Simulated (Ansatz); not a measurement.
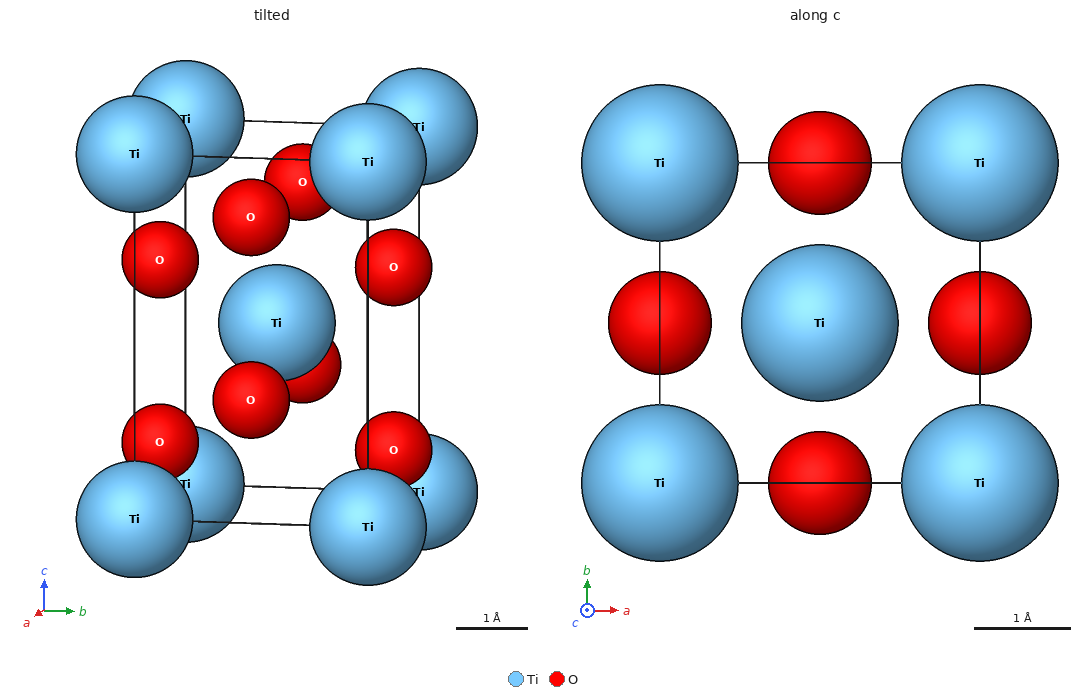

A spheres-only picture of a crystal structure, seen slightly off an axis and along the c axis. The frame is the conventional unit cell; atoms at its boundary are shown with their periodic copies.

TiO2, space group P4_2/nmc (No. 137), a = 3.367 Å, b = 3.367 Å, c = 5.205 Å, α = 90.00°, β = 90.00°, γ = 90.00°. The structure comes from a structure type filled with these elements by a generator (whether the compound takes this form wasn't checked). Earlier steps of the study may have refined or changed the cell and positions. It was the input of a calculation with Ansatz.

This one geometry was computed with Ansatz (DFT, plane waves, PAW) at four levels of theory: r2SCAN, HSE06, PBE0 and PBE. It was relaxed beforehand with r2SCAN.

### Which level gives the highest pressure at this volume, and what does that say about its equilibrium volume?

Highest: PBE (5.7 GPa), which points to the largest equilibrium volume. Lowest, with the smallest volume: HSE06 (-3.0 GPa) and PBE0 (-3.1 GPa). Levels within 0.5 GPa of each other can't be told apart.

### How does the band gap change with the level of theory?

PBE: a gap of 2.54 eV, indirect; r2SCAN: a gap of 2.94 eV, indirect; HSE06: a gap of 4.06 eV, indirect; PBE0: a gap of 4.81 eV, indirect.

### Collect the results in a table.

| level | cutoff (eV) | k-mesh of the run's cell | gap (eV) | pressure (GPa) |
| --- | --- | --- | --- | --- |
| r2SCAN | 500 | 8×8×6 | 2.94 | 0.0 |
| HSE06 | 420 | 4×4×4 | 4.06 | -3.0 |
| PBE0 | 420 | 4×4×4 | 4.81 | -3.1 |
| PBE | 420 | 8×8×6 | 2.54 | 5.7 |

Gaps are taken on the k-mesh or band path of each run.
